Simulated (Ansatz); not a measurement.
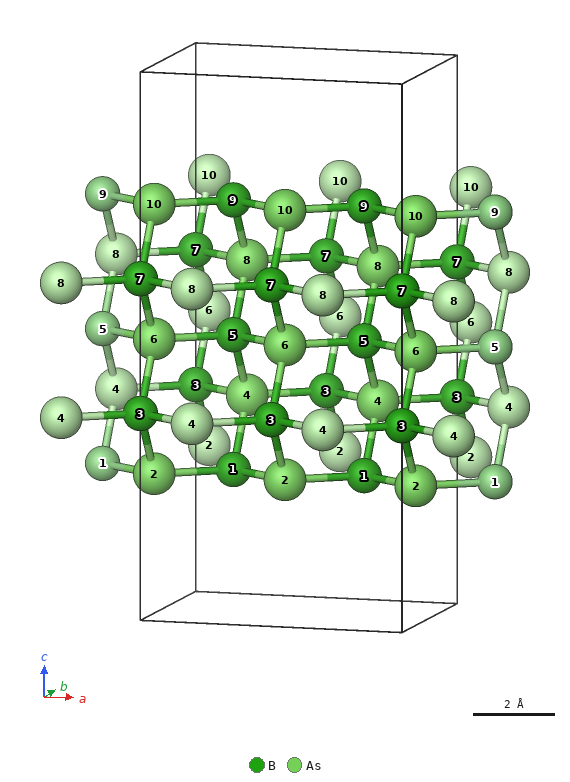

**Figure 1.** The starting structure (ball-and-stick view of the 2 × 1 repeat of the cell, with the vacuum cut short, seen slightly off an axis; neighbours outside the cell are drawn fainter; atoms are numbered from 1 in the order of the input). An atom can appear more than once, as a periodic image.

**BAs: geometry relaxation (part 1 of 3)**

BAs (slab, 10 atoms in the cell), computed with DFT r2SCAN, scalar-relativistic, plane waves, PAW, no spin polarisation (Ansatz 0.2.0).

The structure derives from an entry of the Crystallography Open Database. The input holds or restrains some coordinates. Forces given for the steps count only the free coordinates. It belongs to a series of runs on one base structure; here: clean slab, lower half held. Figures and captions count atoms from 1; the log counts them from 0 in places.

The input:
```yaml
crystal:
  lattice:
    - [3.3826817416, 0.0, 0.0]
    - [0.0, 4.7838343962, 0.0]
    - [0.0, 0.0, 23.7653634832]
  atoms:
    - { symbol: B, position: [0.5, 0.5, 0.3576633703] }
    - { symbol: As, position: [0.0, 0.25, 0.3576633703] }
    - { symbol: B, position: [0.0, 0.0, 0.4288316852] }
    - { symbol: As, position: [0.5, 0.75, 0.4288316852] }
    - { symbol: B, position: [0.5, 0.5, 0.5] }
    - { symbol: As, position: [0.0, 0.25, 0.5] }
    - { symbol: B, position: [0.0, 0.0, 0.5711683148] }
    - { symbol: As, position: [0.5, 0.75, 0.5711683148] }
    - { symbol: B, position: [0.5, 0.5, 0.6423366297] }
    - { symbol: As, position: [0.0, 0.25, 0.6423366297] }
basis:
  ecutwfc: 500
kpoints:
  mp_grid: { grid: [8, 6, 1] }
hamiltonian:
  xc: r2scan
scf:
  occupations: { method: gaussian, width: 0.05 }
output:
  forces: true
  eigenvalues: true
  write_density: true
  write_potential: true
  elf: true
  volumetric_format: npy
relax:
  adjacent_minimum: "off"
  f_tol: 0.03
  max_steps: 70
  constraints: [{ sites: [0, 1, 2, 3] }]
efield:
  axis: 3
  dipole_correction: true
  ramp_width: 0.04
```

Hardware: 4 threads of Intel Xeon @ 2.90GHz (Ice Lake), 32 GiB of memory available, shared host.

Command:
```bash
ansatz run input.yaml --threads 4 --pin off --max-ram 10240MiB --backend cpu --events-out ev --progress --plain --runs-dir out
```

What the program printed:
```
Engine: ansatz 0.2.0, x86_64-unknown-linux-gnu
Pseudopotentials: kind: paw
Pseudopotential: B, paw, valence charge 3, recommended cutoff 500 eV (meta_gga), B.paw.azcp
Pseudopotential: As, paw, valence charge 15, recommended cutoff 500 eV (meta_gga), As.paw.azcp
Functional definition: r2SCAN
  parameter k0 = 0.174
  parameter k1 = 0.065
  parameter a1 = 4.9479
  exchange = r2scan_x(k0 = k0, k1 = k1, a1 = a1)
  correlation = r2scan_c
Crystal: 10 atoms, lattice volume = 384.576 Å³
Basis set: ecut = 500 eV, 9759 PW (Γ), exchange–correlation on 100×144×720 points (64 copies of the dense FFT grid, shifted against one another)
Bands: 55, of which v1, the nominal top of the filled ones, is band 45 counted from 1 (44 counted from 0)
Symmetry: 2 space group operations
k-points: 20 of 48 (time reversal used)
Non-local potential: B, projectors of the file, l = 0: 2, l = 1: 2, l = 2: 1
Non-local potential: As, projectors of the file, l = 0: 2, l = 1: 2, l = 2: 3, l = 3: 1
PAW form: soft (Blöchl's): semilocal exchange-correlation on the pseudo side does not see the compensation charge
PAW frozen core: B, regenerated for the run's functional (the file was generated under x = pbe(κ = 0.804, μ = 0.2195149727645171), c = pbe(β = 0.06672455060314922))
PAW frozen core: As, regenerated for the run's functional (the file was generated under x = pbe(κ = 0.804, μ = 0.2195149727645171), c = pbe(β = 0.06672455060314922))
PAW one-centre angular grid: B, 302 points (default); XC on 160 Gauss nodes
PAW one-centre angular grid: As, 590 points (default); XC on 160 Gauss nodes
Initial density: superposition of atomic densities (neutral atoms: chi_scale 0, normalization atom), corrected by the library's trained network
Initial wavefunctions: pseudopotential atomic-orbital guess
Functional: x = r2scan, c = r2scan; τ floored in thin density (d = 2e-4 eV/Å³)
SCF iter   1: F=—  HF=-25101.639065 eV  |F-HF|=—  |Δ(HF+E_count)|=         —  Δρ=9.73e-3  dr2=6.73e-1  dr2_τ=3.57e-1  ethr=1.77e-3  p=0.000 e·Å  D=1.70e-13 V/Å  ΔV_dip=-0.00 eV  dr2_dipole=3.87e-7  V_vac-E_F(+/−)=4.95/4.95 eV  ⟨swp⟩=6.8  Hψ=4493  notcnv=0  defer=21
efield: sawtooth ramp at fractional position 0.9800 (placed from the atoms, in the widest stretch of the axis that holds none; the zero of the levels goes with the place), width 0.0400; the density the first Hamiltonian is built on has a dipole p = 0.000 e·Å; the dipole correction subtracts the counter field D = 1.70e-13 V/Å, which shifts the + side's vacuum level by -0.00 eV against the − side's; the planar-averaged density in the ramp window peaks in size at 6.6e-6 e/Å³
preconditioner: auto → LDOS  [insulator: Δε(μ)=0.090 eV  Ē_g=10.186 eV  σ=0.050 eV  W_gap=0.80  n_scr=60 (ndim 8)  ℏωp=12.0 eV  f_vac=0.577  D(μ)=0.46/eV (n_scr^D=2)  ε∞_Penn≈2.4  β→1.0]
SCF iter   2: F=—  HF=-25101.671151 eV  |F-HF|=—  |Δ(HF+E_count)|=   3.21e-2  Δρ=4.27e-3  dr2=1.27e-1  dr2_τ=8.22e-3  ethr=7.48e-4  p=-0.000 e·Å  D=-1.67e-5 V/Å  ΔV_dip=0.00 eV  dr2_dipole=9.33e-7  V_vac-E_F(+/−)=5.21/5.21 eV  ⟨swp⟩=3.9  Hψ=2479  notcnv=0  defer=61
SCF iter   3: F=—  HF=-25101.638474 eV  |F-HF|=—  |Δ(HF+E_count)|=   3.27e-2  Δρ=2.81e-3  dr2=6.43e-2  dr2_τ=4.07e-4  ethr=1.41e-4  p=-0.000 e·Å  D=-1.05e-5 V/Å  ΔV_dip=0.00 eV  dr2_dipole=8.79e-8  V_vac-E_F(+/−)=5.17/5.17 eV  ⟨swp⟩=3.0  Hψ=2213  notcnv=0  defer=61
SCF iter   4: F=—  HF=-25101.629032 eV  |F-HF|=—  |Δ(HF+E_count)|=   9.44e-3  Δρ=1.27e-3  dr2=1.10e-2  dr2_τ=1.06e-4  ethr=7.14e-5  p=-0.000 e·Å  D=-3.54e-7 V/Å  ΔV_dip=0.00 eV  dr2_dipole=5.78e-9  V_vac-E_F(+/−)=5.25/5.25 eV  ⟨swp⟩=2.1  Hψ=1414  notcnv=0  defer=61
SCF iter   5: F=—  HF=-25101.627225 eV  |F-HF|=—  |Δ(HF+E_count)|=   1.81e-3  Δρ=3.81e-4  dr2=1.04e-3  dr2_τ=9.45e-6  ethr=1.22e-5  p=0.000 e·Å  D=3.27e-7 V/Å  ΔV_dip=-0.00 eV  dr2_dipole=5.17e-11  V_vac-E_F(+/−)=5.27/5.27 eV  ⟨swp⟩=2.0  Hψ=1497  notcnv=0  defer=61
SCF iter   6: F=—  HF=-25101.627332 eV  |F-HF|=—  |Δ(HF+E_count)|=   1.08e-4  Δρ=9.17e-5  dr2=7.54e-5  dr2_τ=8.89e-7  ethr=1.16e-6  p=0.000 e·Å  D=1.24e-6 V/Å  ΔV_dip=-0.00 eV  dr2_dipole=9.64e-10  V_vac-E_F(+/−)=5.28/5.28 eV  ⟨swp⟩=2.0  Hψ=1377  notcnv=0  defer=61
SCF iter   7: F=-25101.627343 eV  HF=-25101.627345 eV  |F-HF|=1.87e-6  |Δ(HF+E_count)|=   1.27e-5  Δρ=3.44e-5  dr2=6.61e-6  dr2_τ=7.54e-8  ethr=2.50e-8  p=0.000 e·Å  D=8.13e-7 V/Å  ΔV_dip=-0.00 eV  dr2_dipole=1.67e-10  V_vac-E_F(+/−)=5.28/5.28 eV  ⟨swp⟩=21.8  Hψ=12995  notcnv=0
SCF 1 converged in 7 iterations: F = -25101.627343 eV  dr2 = 6.61e-6
  greatest PAW one-centre occupation: 0.999 electrons in one spin orbital (limit 2), on the As atom at site 3 (counted from 0), in its partial waves of l = 2
relax step   1: F+E_penalty+E_count = -25101.62734333 eV  Δ(F+E_penalty+E_count) = +0.000e0 eV  max|allowed force component| = 2.429e0 eV/Å  Δτ_max = 0.0000 Å  (7 SCF iters, dr2 threshold 2.25e-5 eV, accepted)
Initial density: handed on by an earlier stage of this run
Initial wavefunctions: those handed on with the density
iter 1 solved again at ethr=1.74e-4 eV; its pass at ethr=3.10e-3 eV (dr2=1.56e-1 eV) is discarded
SCF iter   1: F=—  HF=-25102.277647 eV  |F-HF|=—  |Δ(HF+E_count)|=         —  Δρ=5.69e-3  dr2=1.49e-1  dr2_τ=5.65e-2  ethr=1.74e-4  p=0.000 e·Å  D=7.27e-7 V/Å  ΔV_dip=-0.00 eV  dr2_dipole=1.47e-2  V_vac-E_F(+/−)=5.20/5.20 eV  ⟨swp⟩=2.0  Hψ=3843  notcnv=0  defer=59
efield: sawtooth ramp at fractional position 0.9800 (handed on by an earlier solve), width 0.0400; the density the first Hamiltonian is built on has a dipole p = 0.000 e·Å; the dipole correction subtracts the counter field D = 7.27e-7 V/Å, which shifts the + side's vacuum level by -0.00 eV against the − side's; the planar-averaged density in the ramp window peaks in size at 5.2e-7 e/Å³
preconditioner: auto → Resta (q_TF=auto, 2.142 Å⁻¹)  ε∞=2.4  [insulator: Δε(μ)=0.200 eV  Ē_g=10.182 eV  σ=0.050 eV  W_gap=0.99  n_scr=60 (ndim 8)  ℏωp=12.0 eV  f_vac=0.577  D(μ)=0.03/eV (n_scr^D=0)  ε∞_Penn≈2.4  vacuum switching on, ρ_ref=7.5e-3 e/Å³]
SCF iter   2: F=—  HF=-25102.302357 eV  |F-HF|=—  |Δ(HF+E_count)|=   2.47e-2  Δρ=2.96e-3  dr2=2.00e-1  dr2_τ=1.42e-3  ethr=1.66e-4  p=0.053 e·Å  D=2.47e-2 V/Å  ΔV_dip=-0.59 eV  dr2_dipole=8.94e-2  V_vac-E_F(+/−)=4.80/5.39 eV  ⟨swp⟩=4.2  Hψ=1720  notcnv=0  defer=59
preconditioner: auto → LDOS  [insulator: Δε(μ)=0.119 eV  Ē_g=10.162 eV  σ=0.050 eV  W_gap=0.91  n_scr=60 (ndim 8)  ℏωp=12.0 eV  f_vac=0.577  D(μ)=0.31/eV (n_scr^D=2)  ε∞_Penn≈2.4  β→1.0]
SCF iter   3: F=—  HF=-25102.290925 eV  |F-HF|=—  |Δ(HF+E_count)|=   1.14e-2  Δρ=1.21e-3  dr2=5.68e-3  dr2_τ=1.03e-4  ethr=1.66e-4  p=0.018 e·Å  D=8.34e-3 V/Å  ΔV_dip=-0.20 eV  dr2_dipole=1.20e-3  V_vac-E_F(+/−)=5.06/5.26 eV  ⟨swp⟩=3.0  Hψ=1495  notcnv=0  defer=59
SCF iter   4: F=—  HF=-25102.293120 eV  |F-HF|=—  |Δ(HF+E_count)|=   2.19e-3  Δρ=4.04e-4  dr2=1.57e-3  dr2_τ=3.00e-5  ethr=6.31e-6  p=0.009 e·Å  D=4.47e-3 V/Å  ΔV_dip=-0.11 eV  dr2_dipole=1.34e-4  V_vac-E_F(+/−)=5.13/5.24 eV  ⟨swp⟩=2.1  Hψ=1533  notcnv=0  defer=59
SCF iter   5: F=—  HF=-25102.293247 eV  |F-HF|=—  |Δ(HF+E_count)|=   1.27e-4  Δρ=1.29e-4  dr2=1.50e-4  dr2_τ=1.88e-6  ethr=1.74e-6  p=0.010 e·Å  D=4.73e-3 V/Å  ΔV_dip=-0.11 eV  dr2_dipole=1.02e-5  V_vac-E_F(+/−)=5.12/5.24 eV  ⟨swp⟩=2.0  Hψ=1418  notcnv=0  defer=59
SCF iter   6: F=-25102.293275 eV  HF=-25102.293269 eV  |F-HF|=6.52e-6  |Δ(HF+E_count)|=   2.19e-5  Δρ=4.17e-5  dr2=1.17e-5  dr2_τ=2.71e-7  ethr=1.11e-7  p=0.009 e·Å  D=4.27e-3 V/Å  ΔV_dip=-0.10 eV  dr2_dipole=3.24e-7  V_vac-E_F(+/−)=5.13/5.23 eV  ⟨swp⟩=21.7  Hψ=11369  notcnv=0
SCF 2 converged in 6 iterations: F = -25102.293275 eV  dr2 = 1.17e-5
  Residual-converged pass: ⟨swp⟩=1.1  Hψ=1182  notcnv=0  max |occ|·‖R‖ = 6.9e-9 eV (tolerance 1.0e-8 eV)  dr2=1.17e-5  dr2_τ=2.71e-7  dr2_onsite=2.04e-7  max |Δocc| = 6.8e-12
relax step   2: F+E_penalty+E_count = -25102.29327548 eV  Δ(F+E_penalty+E_count) = -6.659e-1 eV  max|allowed force component| = 1.552e0 eV/Å  Δτ_max = 0.1948 Å  (6 SCF iters, dr2 threshold 1.00e-4 eV, accepted)
SCF iter   1: F=—  HF=-25102.499846 eV  |F-HF|=—  |Δ(HF+E_count)|=         —  Δρ=5.41e-3  dr2=8.58e-2  dr2_τ=4.47e-2  ethr=1.44e-3  p=0.009 e·Å  D=4.27e-3 V/Å  ΔV_dip=-0.10 eV  dr2_dipole=9.18e-3  V_vac-E_F(+/−)=5.12/5.22 eV  ⟨swp⟩=4.8  Hψ=2560  notcnv=0  defer=59
efield: sawtooth ramp at fractional position 0.9800 (handed on by an earlier solve), width 0.0400; the density the first Hamiltonian is built on has a dipole p = 0.009 e·Å; the dipole correction subtracts the counter field D = 4.27e-3 V/Å, which shifts the + side's vacuum level by -0.10 eV against the − side's; the planar-averaged density in the ramp window peaks in size at 5.0e-7 e/Å³
preconditioner: auto → Resta (q_TF=auto, 2.142 Å⁻¹)  ε∞=2.4  [insulator: Δε(μ)=0.263 eV  Ē_g=10.156 eV  σ=0.050 eV  W_gap=1.00  n_scr=60 (ndim 8)  ℏωp=12.0 eV  f_vac=0.578  D(μ)=0.00/eV (n_scr^D=0)  ε∞_Penn≈2.4  vacuum switching on, ρ_ref=7.5e-3 e/Å³]
SCF iter   2: F=—  HF=-25102.522326 eV  |F-HF|=—  |Δ(HF+E_count)|=   2.25e-2  Δρ=2.92e-3  dr2=7.79e-2  dr2_τ=4.96e-4  ethr=9.53e-5  p=0.051 e·Å  D=2.42e-2 V/Å  ΔV_dip=-0.58 eV  dr2_dipole=3.12e-2  V_vac-E_F(+/−)=4.77/5.34 eV  ⟨swp⟩=3.2  Hψ=1893  notcnv=0  defer=63
SCF iter   3: F=—  HF=-25102.529095 eV  |F-HF|=—  |Δ(HF+E_count)|=   6.77e-3  Δρ=2.10e-3  dr2=6.52e-2  dr2_τ=3.44e-4  ethr=8.65e-5  p=-0.005 e·Å  D=-2.59e-3 V/Å  ΔV_dip=0.06 eV  dr2_dipole=2.60e-2  V_vac-E_F(+/−)=5.22/5.16 eV  ⟨swp⟩=4.2  Hψ=1536  notcnv=0  defer=63
SCF iter   4: F=—  HF=-25102.526709 eV  |F-HF|=—  |Δ(HF+E_count)|=   2.39e-3  Δρ=1.23e-3  dr2=3.19e-3  dr2_τ=8.24e-5  ethr=7.24e-5  p=0.020 e·Å  D=9.58e-3 V/Å  ΔV_dip=-0.23 eV  dr2_dipole=5.31e-5  V_vac-E_F(+/−)=5.02/5.24 eV  ⟨swp⟩=2.8  Hψ=1439  notcnv=0  defer=56
SCF iter   5: F=—  HF=-25102.530726 eV  |F-HF|=—  |Δ(HF+E_count)|=   4.02e-3  Δρ=2.67e-4  dr2=4.21e-4  dr2_τ=8.16e-6  ethr=3.55e-6  p=0.017 e·Å  D=7.96e-3 V/Å  ΔV_dip=-0.19 eV  dr2_dipole=4.95e-6  V_vac-E_F(+/−)=5.04/5.23 eV  ⟨swp⟩=2.0  Hψ=1489  notcnv=0  defer=56
SCF iter   6: F=—  HF=-25102.530988 eV  |F-HF|=—  |Δ(HF+E_count)|=   2.62e-4  Δρ=8.74e-5  dr2=5.12e-5  dr2_τ=9.35e-7  ethr=4.68e-7  p=0.017 e·Å  D=7.98e-3 V/Å  ΔV_dip=-0.19 eV  dr2_dipole=7.07e-6  V_vac-E_F(+/−)=5.05/5.24 eV  ⟨swp⟩=2.0  Hψ=1409  notcnv=0  defer=56
SCF iter   7: F=-25102.531013 eV  HF=-25102.531009 eV  |F-HF|=3.78e-6  |Δ(HF+E_count)|=   2.15e-5  Δρ=3.27e-5  dr2=3.99e-6  dr2_τ=1.64e-7  ethr=5.69e-8  p=0.017 e·Å  D=7.79e-3 V/Å  ΔV_dip=-0.19 eV  dr2_dipole=1.02e-7  V_vac-E_F(+/−)=5.05/5.24 eV  ⟨swp⟩=22.8  Hψ=11638  notcnv=0
SCF 3 converged in 7 iterations: F = -25102.531013 eV  dr2 = 3.99e-6
relax step   3: F+E_penalty+E_count = -25102.53101326 eV  Δ(F+E_penalty+E_count) = -2.377e-1 eV  max|allowed force component| = 3.606e-1 eV/Å  Δτ_max = 0.1978 Å  (7 SCF iters, dr2 threshold 1.00e-4 eV, accepted)
```
